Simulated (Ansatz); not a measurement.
## Zn in W(100), 2x2: scattering by a point defect

How strong a scatterer is Zn in W(100), 2x2, and does relaxation matter?

Calculated with Ansatz 0.2.0; Ansatz plane-wave DFT, PBE, PAW files; ballistic transport by layer matching (Landauer), zero bias; PAW set soft_1.

### 1. Set-up

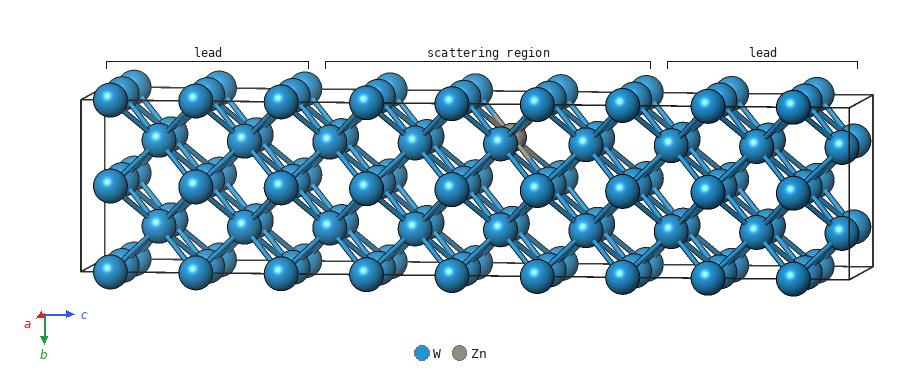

The cell as given, from the side, with the c axis across the page (tungsten blue, zinc grey). Some periodic images of atoms are drawn too.

The cell holds 72 atoms: 71 W and 1 Zn. Its edges and angles: a = 6.330 Å, b = 6.330 Å, c = 28.483 Å, α = 90.0°, β = 90.0°, γ = 90.0°. It derives from W. Regions: lead, 40 atoms (40 W); scattering region, 32 atoms (31 W and 1 Zn). The structure is stacked along c, and the current runs across the ab planes.

### 2. Transmission at ideal sites

The defect sits in one plane of the supercell, all atoms on ideal sites; the layers about the cell's end are the lead. The mesh across the current, 8×8, is finer than the density's, because channels open and close sharply across the zone. Energies from -0.1 to 0.1 eV in steps of 0.05 eV are too few for the program's thermal sum, so it prints no conductance; for a metal the transmission near the Fermi level serves, at a fraction of the cost.

Input file input.yaml:

```yaml
crystal:
  lattice:
    - [6.3296, 0.0, 0.0]
    - [0.0, 6.3296, 0.0]
    - [0.0, 0.0, 28.4832]
  atoms:
    - { symbol: W, position: [0.0, 0.0, 0.0277777778] }
    - { symbol: W, position: [0.0, 0.5, 0.0277777778] }
    - { symbol: W, position: [0.5, 0.0, 0.0277777778] }
    - { symbol: W, position: [0.5, 0.5, 0.0277777778] }
    - { symbol: W, position: [0.25, 0.25, 0.0833333333] }
    - { symbol: W, position: [0.25, 0.75, 0.0833333333] }
    - { symbol: W, position: [0.75, 0.25, 0.0833333333] }
    - { symbol: W, position: [0.75, 0.75, 0.0833333333] }
    - { symbol: W, position: [0.0, 0.0, 0.1388888889] }
    - { symbol: W, position: [0.0, 0.5, 0.1388888889] }
    - { symbol: W, position: [0.5, 0.0, 0.1388888889] }
    - { symbol: W, position: [0.5, 0.5, 0.1388888889] }
    - { symbol: W, position: [0.25, 0.25, 0.1944444444] }
    - { symbol: W, position: [0.25, 0.75, 0.1944444444] }
    - { symbol: W, position: [0.75, 0.25, 0.1944444444] }
    - { symbol: W, position: [0.75, 0.75, 0.1944444444] }
    - { symbol: W, position: [0.0, 0.0, 0.25] }
    - { symbol: W, position: [0.0, 0.5, 0.25] }
    - { symbol: W, position: [0.5, 0.0, 0.25] }
    - { symbol: W, position: [0.5, 0.5, 0.25] }
    - { symbol: W, position: [0.25, 0.25, 0.3055555556] }
    - { symbol: W, position: [0.25, 0.75, 0.3055555556] }
    - { symbol: W, position: [0.75, 0.25, 0.3055555556] }
    - { symbol: W, position: [0.75, 0.75, 0.3055555556] }
    - { symbol: W, position: [0.0, 0.0, 0.3611111111] }
    - { symbol: W, position: [0.0, 0.5, 0.3611111111] }
    - { symbol: W, position: [0.5, 0.0, 0.3611111111] }
    - { symbol: W, position: [0.5, 0.5, 0.3611111111] }
    - { symbol: W, position: [0.25, 0.25, 0.4166666667] }
    - { symbol: W, position: [0.25, 0.75, 0.4166666667] }
    - { symbol: W, position: [0.75, 0.25, 0.4166666667] }
    - { symbol: W, position: [0.75, 0.75, 0.4166666667] }
    - { symbol: W, position: [0.0, 0.0, 0.4722222222] }
    - { symbol: W, position: [0.0, 0.5, 0.4722222222] }
    - { symbol: W, position: [0.5, 0.0, 0.4722222222] }
    - { symbol: W, position: [0.5, 0.5, 0.4722222222] }
    - { symbol: Zn, position: [0.25, 0.25, 0.5277777778] }
    - { symbol: W, position: [0.25, 0.75, 0.5277777778] }
    - { symbol: W, position: [0.75, 0.25, 0.5277777778] }
    - { symbol: W, position: [0.75, 0.75, 0.5277777778] }
    - { symbol: W, position: [0.0, 0.0, 0.5833333333] }
    - { symbol: W, position: [0.0, 0.5, 0.5833333333] }
    - { symbol: W, position: [0.5, 0.0, 0.5833333333] }
    - { symbol: W, position: [0.5, 0.5, 0.5833333333] }
    - { symbol: W, position: [0.25, 0.25, 0.6388888889] }
    - { symbol: W, position: [0.25, 0.75, 0.6388888889] }
    - { symbol: W, position: [0.75, 0.25, 0.6388888889] }
    - { symbol: W, position: [0.75, 0.75, 0.6388888889] }
    - { symbol: W, position: [0.0, 0.0, 0.6944444444] }
    - { symbol: W, position: [0.0, 0.5, 0.6944444444] }
    - { symbol: W, position: [0.5, 0.0, 0.6944444444] }
    - { symbol: W, position: [0.5, 0.5, 0.6944444444] }
    - { symbol: W, position: [0.25, 0.25, 0.75] }
    - { symbol: W, position: [0.25, 0.75, 0.75] }
    - { symbol: W, position: [0.75, 0.25, 0.75] }
    - { symbol: W, position: [0.75, 0.75, 0.75] }
    - { symbol: W, position: [0.0, 0.0, 0.8055555556] }
    - { symbol: W, position: [0.0, 0.5, 0.8055555556] }
    - { symbol: W, position: [0.5, 0.0, 0.8055555556] }
    - { symbol: W, position: [0.5, 0.5, 0.8055555556] }
    - { symbol: W, position: [0.25, 0.25, 0.8611111111] }
    - { symbol: W, position: [0.25, 0.75, 0.8611111111] }
    - { symbol: W, position: [0.75, 0.25, 0.8611111111] }
    - { symbol: W, position: [0.75, 0.75, 0.8611111111] }
    - { symbol: W, position: [0.0, 0.0, 0.9166666667] }
    - { symbol: W, position: [0.0, 0.5, 0.9166666667] }
    - { symbol: W, position: [0.5, 0.0, 0.9166666667] }
    - { symbol: W, position: [0.5, 0.5, 0.9166666667] }
    - { symbol: W, position: [0.25, 0.25, 0.9722222222] }
    - { symbol: W, position: [0.25, 0.75, 0.9722222222] }
    - { symbol: W, position: [0.75, 0.25, 0.9722222222] }
    - { symbol: W, position: [0.75, 0.75, 0.9722222222] }
kpoints:
  mp_grid: { grid: [4, 4, 1] }
hamiltonian:
  xc: pbe
  pseudopotentials: { kind: paw, azcp: { folder: soft_1 } }
scf:
  occupations: { method: fermi_dirac, width: 0.1 }
output:
  transmission: { leads: [[0, 4]], kmesh: [8, 8], e_range: [-0.1, 0.1], de: 0.05 }
  write_potential: true
  write_density: true
  volumetric_format: npy
  elf: true
```

Command:

```console
$ ansatz run input.yaml --threads 4 --pin off --max-ram 15360MiB --backend cpu --events-out ev --progress --plain --runs-dir out
```

Numbers of over 12 decimals in the logs are rounded to 6 here.

The program printed:

```text
Engine: ansatz 0.2.0, aarch64-unknown-linux-gnu
Pseudopotentials: kind: paw
Pseudopotential: W, paw, valence charge 14, recommended cutoff 420 eV (normal), soft_1/W.paw.azcp
Pseudopotential: Zn, paw, valence charge 12, recommended cutoff 420 eV (normal), soft_1/Zn.paw.azcp
Functional definition: PBE
  parameter kappa = 0.804
  parameter beta = 0.066725
  exchange = pbe_x(kappa = kappa, mu = beta*pi^2/3)
  correlation = pbe_c(beta = beta)
Crystal: 72 atoms, lattice volume = 1141.146 Å³
Basis set: ecut = 420 eV, 22299 PW (Γ)
Bands: 604, of which v1, the nominal top of the filled ones, is band 503 counted from 1 (502 counted from 0)
Symmetry: 16 space group operations
Space group: P4/mmm (ITA 123), of the structure as read, at distance tolerance 1.0e-4 Å
k-points: 6 of 16
Non-local potential: W, projectors of the file, l = 0: 3, l = 1: 2, l = 2: 2, l = 3: 1
Non-local potential: Zn, projectors of the file, l = 0: 2, l = 1: 2, l = 2: 3, l = 3: 1
PAW form: soft (Blöchl's): semilocal exchange-correlation on the pseudo side does not see the compensation charge
PAW one-centre angular grid: W, 590 points (default); XC on 64 Gauss nodes
PAW one-centre angular grid: Zn, 590 points (default); XC on 64 Gauss nodes
Initial density: superposition of atomic densities (chi_scale 0.1, normalization cell, long waves 65 % of neutral atoms (reshape's long-wave potential 1.65 eV rms, cloud 2.84 Å wide))
Initial wavefunctions: pseudopotential atomic-orbital guess
Functional: x = pbe(κ = 0.804, μ = 0.219515), c = pbe(β = 0.066725)
SCF iter   1: F=—  HF=-740738.541209 eV  |F-HF|=—  |Δ(HF+E_count)|=         —  Δρ=6.62e-2  dr2=6.15e2  ethr=3.10e-3  ⟨swp⟩=5.3  Hψ=13480  notcnv=0
preconditioner: auto → Kerker (q_TF=auto, 2.672 Å⁻¹)  [metal: Δε(μ)=0.058 eV  Ē_g=5.507 eV  σ=0.100 eV  W_gap=0.14  n_scr=372 (ndim 8)  ℏωp=23.0 eV  f_vac=0.000  D(μ)=30.88/eV (n_scr^D=184)]
SCF iter   2: F=—  HF=-740726.219456 eV  |F-HF|=—  |Δ(HF+E_count)|=    1.23e1  Δρ=4.00e-2  dr2=3.23e2  ethr=3.10e-3  ⟨swp⟩=2.0  Hψ=6068  notcnv=0  defer=12
SCF iter   3: F=—  HF=-740719.129739 eV  |F-HF|=—  |Δ(HF+E_count)|=    7.09e0  Δρ=1.20e-2  dr2=1.12e1  ethr=3.10e-3  ⟨swp⟩=3.0  Hψ=9898  notcnv=0  defer=15
SCF iter   4: F=—  HF=-740718.583934 eV  |F-HF|=—  |Δ(HF+E_count)|=   5.46e-1  Δρ=1.05e-2  dr2=3.40e0  ethr=1.11e-3  ⟨swp⟩=3.3  Hψ=6085  notcnv=0  defer=11
SCF iter   5: F=—  HF=-740718.272983 eV  |F-HF|=—  |Δ(HF+E_count)|=   3.11e-1  Δρ=1.99e-3  dr2=6.56e-1  ethr=3.38e-4  ⟨swp⟩=2.2  Hψ=6040  notcnv=0  defer=8
SCF iter   6: F=—  HF=-740718.272782 eV  |F-HF|=—  |Δ(HF+E_count)|=   2.01e-4  Δρ=8.10e-4  dr2=8.30e-3  ethr=6.52e-5  ⟨swp⟩=2.0  Hψ=4827  notcnv=0  defer=8
SCF iter   7: F=—  HF=-740718.273244 eV  |F-HF|=—  |Δ(HF+E_count)|=   4.62e-4  Δρ=2.25e-4  dr2=8.48e-3  ethr=8.25e-7  ⟨swp⟩=2.0  Hψ=4922  notcnv=0  defer=8
SCF iter   8: F=—  HF=-740718.273088 eV  |F-HF|=—  |Δ(HF+E_count)|=   1.56e-4  Δρ=2.62e-5  dr2=1.68e-4  ethr=8.25e-7  ⟨swp⟩=2.0  Hψ=3652  notcnv=0  defer=8
SCF iter   9: F=—  HF=-740718.273089 eV  |F-HF|=—  |Δ(HF+E_count)|=   9.80e-7  Δρ=1.21e-5  dr2=1.86e-5  ethr=1.67e-8  ⟨swp⟩=2.0  Hψ=3668  notcnv=0  defer=8
SCF iter  10: F=—  HF=-740718.273561 eV  |F-HF|=—  |Δ(HF+E_count)|=   4.72e-4  Δρ=3.32e-6  dr2=1.62e-6  ethr=1.84e-9  ⟨swp⟩=2.0  Hψ=3636  notcnv=0  defer=8
SCF iter  11: F=—  HF=-740718.273561 eV  |F-HF|=—  |Δ(HF+E_count)|=   4.16e-8  Δρ=1.28e-6  dr2=1.11e-7  ethr=1.61e-10  ⟨swp⟩=1.7  Hψ=4060  notcnv=0  defer=8
SCF iter  12: F=-740718.273561 eV  HF=-740718.273561 eV  |F-HF|=1.63e-9  |Δ(HF+E_count)|=   5.82e-9  Δρ=1.69e-7  dr2=1.88e-9  ethr=9.94e-12  ⟨swp⟩=5.5  Hψ=7042  notcnv=0
SCF 1 converged in 12 iterations: F = -740718.273561 eV  dr2 = 1.88e-9
  greatest PAW one-centre occupation: 0.999 electrons in one spin orbital (limit 2), on the W atom at site 38 (counted from 0), in its partial waves of l = 0
transmission: 60 of 540 steps passed
transmission: 108 of 540 steps passed
[...]
transmission: 540 of 540 steps passed
SCF converged after 12 iterations
Free energy (F): -740718.273561 eV
Harris-Foulkes:  -740718.273561 eV  (|F-HF|=1.63e-9)
Internal energy: -740717.048299 eV  (E = F + TS)
E sigma→0 (E₀):  -740717.660930 eV
Entropy (-TS):   -1.225262 eV (-17.018 meV/atom)
Fermi energy:    22.215711 eV
--- Per-component energies (eV) ---
  E_band       = -5952.149040
  E_kinetic    = 30093.737909
  E_local      = -40258.308399  (includes V_loc(G=0)·N_el)
  E_nonlocal   = -991.362393
  E_hartree    = 16820.815825
  E_xc         = -19090.128992
  E_vxc        = -16482.813349  (∫ρ·V_xc dr)
  E_paw        = -610923.855889  (= ΣΔE_a)
  E_vpaw       = -11955.046795  (= ΣTr[D̂ρ^β])
  E_aug_tail   = 0.010196  (compensation charges beyond the density's cutoff)
  E_ewald      = -116367.956556
  E_smearing   = -1.225262  (= −TS)
  E_closure    = -0.000000  (closes the sum)
  Σ components = -740718.273561   (vs F -740718.273561, Δ=0.00e0)
--- Band table (eV; the first three rows and the last of 6) ---
  k-point 0: bands = [... 499 lower, 22.1544, 22.1820, 22.1820, 22.2059, 22.2196, 22.2299, 22.2460, 22.3613, ... 97 higher]
  k-point 1: bands = [... 499 lower, 22.1063, 22.1370, 22.1737, 22.1951, 22.2117, 22.2342, 22.2526, 22.2665, ... 97 higher]
  k-point 2: bands = [... 499 lower, 22.1547, 22.1586, 22.3336, 22.3383, 22.3418, 22.3749, 22.4146, 22.4468, ... 97 higher]
  k-point 5: bands = [... 499 lower, 21.2949, 21.5586, 21.5777, 21.9572, 22.2653, 22.2653, 22.3851, 22.3851, ... 97 higher]
--- Transmission ---
  basis      : 349 plane waves across, 36 finite elements along
  points     : 15, standing for a mesh of 8 x 8
  energies   : 5 from -0.100000 to 0.100000 eV about the Fermi level, 0.050000 eV apart; the leads are filled to 0.000000 eV, and channels, transmission and decay are at 0.000000 eV
  crystal 0  : W4, at the sites [0, 4], period 1.5824 Å, over 26.90 Å; its Hamiltonian steps by up to 3.7 meV
    offset         : up to 0.0000 Å between an atom of the period and one for which it stands
    channels       : 5.281250e0 a spin
    conductance    : none, the energies end too early or step too widely for 300 K: set another output.transmission.e_range or a lower de, or, where they end at an eighth of basis.ecutwfc, a higher one
    slowest decay  : 0.0377 /Å at (0.5000, 0.5000)
  junction   : crystal 0 to crystal 0, 0.88 to 27.79 Å
    transmission   : 3.141213e0 a spin
    conductance    : none, the energies end too early or step too widely for 300 K: set another output.transmission.e_range or a lower de, or, where they end at an eighth of basis.ecutwfc, a higher one
```

Elapsed: 7.6 min, on 4 threads of Arm Neoverse V2, shared host; peak memory 11 GiB.

In the SCF lines HF is the Harris–Foulkes energy and dr2 the Hartree energy of the density residual, in eV; the loop may stop once dr2 is under the threshold and the program's other checks hold. Hψ counts applications of the Hamiltonian.

Numbers from this step:

| Quantity | Value |
| --- | --- |
| free energy | -740718.2736 eV |
| energy at zero smearing | -740717.6609 eV |
| Fermi energy | 22.22 eV |
| cell area | 40.06 Å² |
| transmission per spin nearest the Fermi level | 3.141 |
| open channels per spin nearest the Fermi level | 5.281 |
| step of the lead's potential | 3.7 meV |

Per spin. Table of transmission, zone mean by energy, zero at the Fermi level:

| energy (eV) | transmission, zone mean |
| --- | --- |
| -0.1000 | 2.94 |
| -0.0500 | 2.97 |
| 0.0000 | 3.14 |
| 0.0500 | 3.25 |
| 0.1000 | 3.16 |

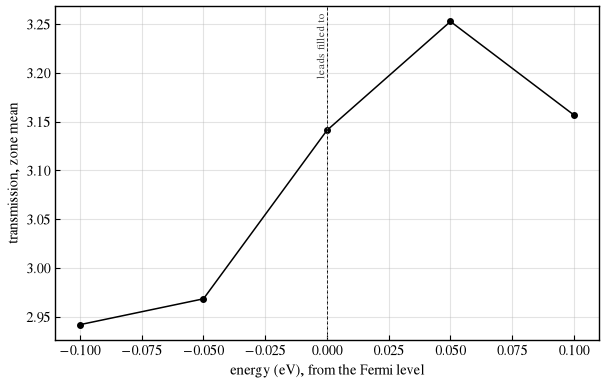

Transmission, zone mean, plotted against energy.

Per spin. The open channels, zone mean, lead by energy, zero at the Fermi level:

| energy (eV) | open channels, zone mean, lead |
| --- | --- |
| -0.1000 | 4.72 |
| -0.0500 | 4.66 |
| 0.0000 | 5.28 |
| 0.0500 | 5.78 |
| 0.1000 | 5.53 |

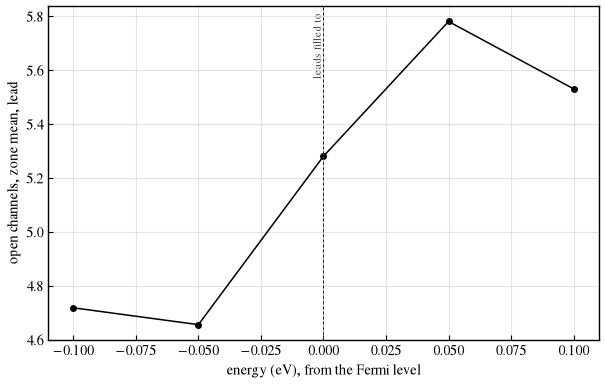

Open channels, zone mean, lead, plotted against energy.

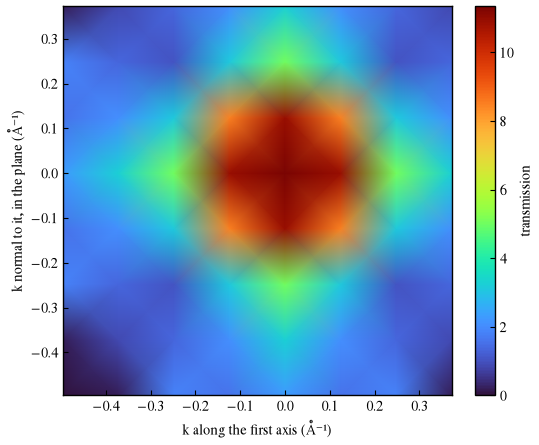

Transmission over k1 and k2. At 0.0000 eV from the Fermi level.

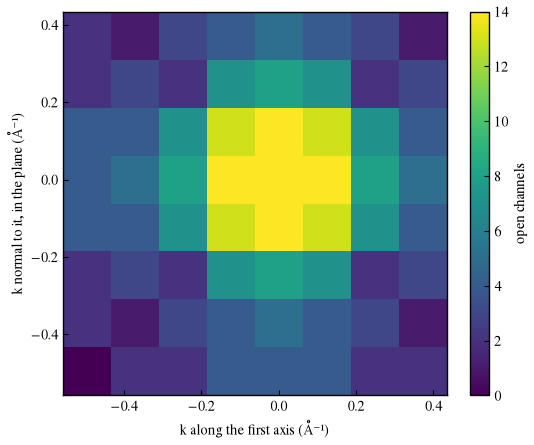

Open channels over k1 and k2. At 0.0000 eV from the Fermi level.

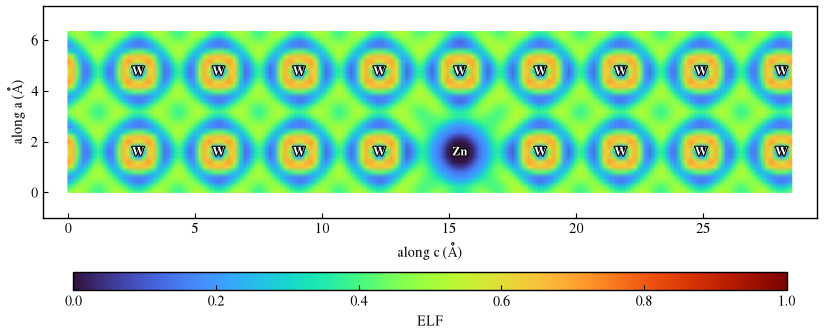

ELF in the ca plane at fractional y = 0.250, with atoms of W and Zn within 0.2 Å of it. It is the smooth field of the valence electrons, not physical close to the nuclei.

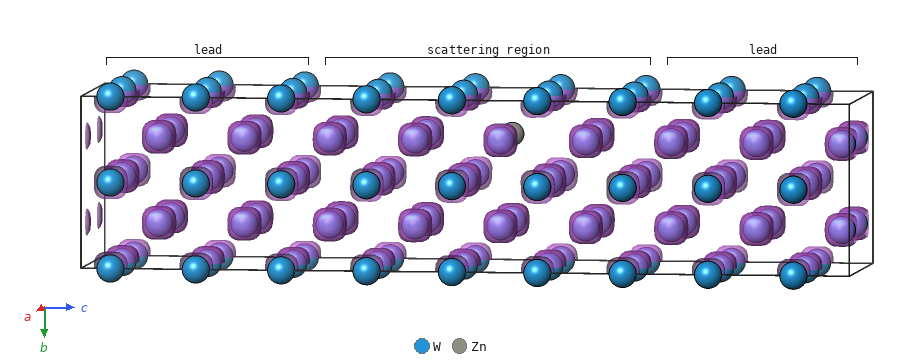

Surface of ELF = 0.65.

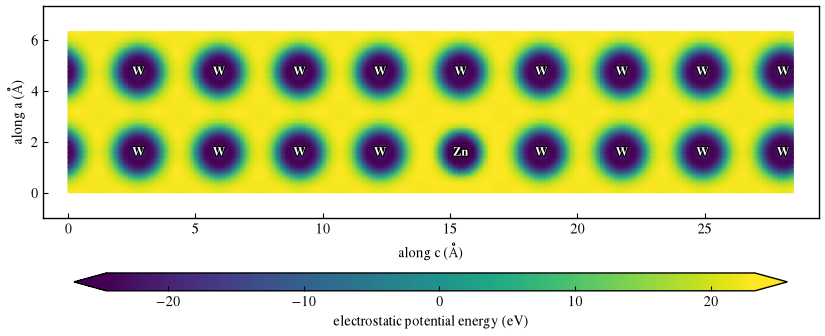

Electrostatic potential energy in the ca plane at fractional y = 0.250, with atoms of W and Zn within 0.2 Å of it. With pseudopotentials it is smooth inside the atoms' cores, unlike the true potential.

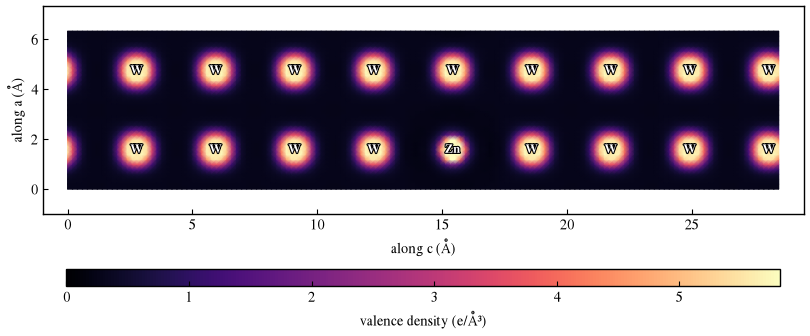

Valence density in the ca plane at fractional y = 0.250, with atoms of W and Zn within 0.2 Å of it. It is the smooth field of the valence electrons, not physical close to the nuclei.

Over the solved energies the transmission per spin lies between 2.94 and 3.25, out of 5.19 channels of the lead on average (up to 5.78).

### 3. Resistance at ideal sites

This step: Ansatz plane-wave DFT, PBE, PAW files; ballistic transport by layer matching (Landauer), zero bias; area resistance of the defect plane and resistivity an atomic per cent; PAW set soft_1 (Ansatz 0.2.0).

This step gave:

- area resistance: 0.6700 fΩ m²
- T over the leads' mean channel count: 0.5956
- resistivity per at.% scaled from this dense plane, with the factor 3/4 for isotropic scattering: 12.70 µΩ cm

Averaged over the energies near the Fermi level, 59.6 % of the channels pass, which makes 0.670 fΩ m².

By hand, with T and the leads' channels N averaged over the energies near the Fermi level: RA = A (h/2e²)(1/T − 1/N) = 40.06×10⁻²⁰ m² × 12 906 Ω × (1/3.121 − 1/5.240) = 0.670 fΩ m². Per atomic per cent: RA × A / V_atom × 0.01 × 3/4 = 12.7 µΩ cm, with the host's V_atom = 15.85 Å³.

### 4. Outcome

```
share of channels that pass, rigid                              : 0.596
area resistance, rigid                                          : 0.670 fΩ m²
resistivity per at.% from the area resistance, times 3/4, rigid : 12.7 µΩ cm
```

**Reading.** The plane of defects adds 0.67 fΩ m². Scaled to one atomic per cent that is 17 µΩ cm as it stands and 13 with the factor 3/4 for isotropic scattering on a spherical Fermi surface; with the reflection in place of the resistance taken as linear in the density it would be 7.6. These are rough estimates of the dilute value, not bounds. One Zn in each 2x2 cell reflects 40 % of the lead's channels. The defects form a dense periodic sheet that scatters coherently, unlike a dilute random alloy. T and N are means over the solved energies nearest the Fermi level. Spin-orbit coupling is left out, which matters for W.

[Logs are printed without paths, hosts, clocks, repeated set-up lines and the standing remarks that a program may print on its own settings, such as how far it seeks lower states.]

[Hosts, paths, dates, database ids (printed as entryN), source tags and the programs' standing remarks are cut or masked in the printed files.]
